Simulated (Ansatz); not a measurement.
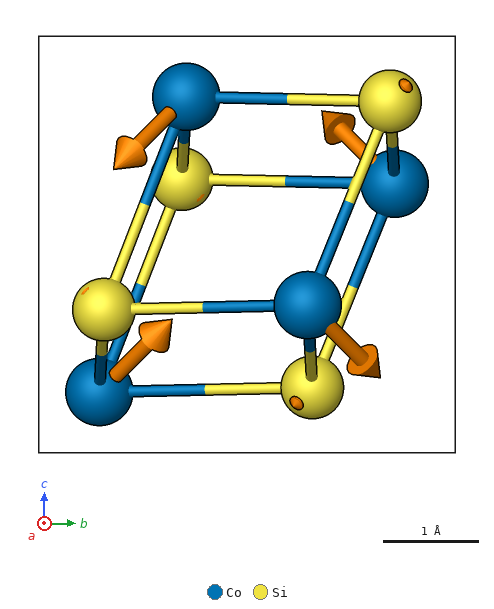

One vibrational mode of a crystal of CoSi at the zone centre. The orange arrows are the displacements of the atoms (eigenvector over the root of the mass), of arbitrary overall length and sign. The picture is a ball-and-stick view of the cell of the calculation, seen along the a axis.

Computed with DFT PBEsol, scalar-relativistic, plane waves, PAW in Ansatz.

The input:
```yaml
crystal:
  lattice:
    - [4.3858255181, 0.0, 0.0]
    - [0.0, 4.3858255181, 0.0]
    - [0.0, 0.0, 4.3858255181]
  atoms:
    - { symbol: Co, position: [0.1456446764, 0.1456446764, 0.1456446764] }
    - { symbol: Co, position: [0.3543553236, 0.8543553236, 0.6456446764] }
    - { symbol: Co, position: [0.6456446764, 0.3543553236, 0.8543553236] }
    - { symbol: Co, position: [0.8543553236, 0.6456446764, 0.3543553236] }
    - { symbol: Si, position: [0.84332885, 0.84332885, 0.84332885] }
    - { symbol: Si, position: [0.65667115, 0.15667115, 0.34332885] }
    - { symbol: Si, position: [0.34332885, 0.65667115, 0.15667115] }
    - { symbol: Si, position: [0.15667115, 0.34332885, 0.65667115] }
basis:
  ecutwfc: 420
kpoints:
  mp_grid: { grid: [10, 10, 10] }
hamiltonian:
  xc: pbesol
scf:
  occupations: { method: gaussian, width: 0.15 }
output:
  eigenvalues: true
phonons:
  method: fd
  supercell: [1, 1, 1]
  amplitude: 0.02
  eigenvectors: true
  dielectric: false
```

Launched with:
```bash
ansatz run input.yaml --threads 2 --pin off --max-ram 5120MiB --backend cpu --events-out ev --progress --plain --runs-dir out
```

Give the symmetry, activity and frequency of this mode.

Answer. This is the A mode at 200 cm⁻¹, the lowest optical level, Raman-active by symmetry. Atoms of one kind move against one another, with no net shift of any sublattice; it stretches the shortest Co–Si bonds (2.30 Å).

Limits of the set-up: an element that often carries a moment was run without spin polarisation.
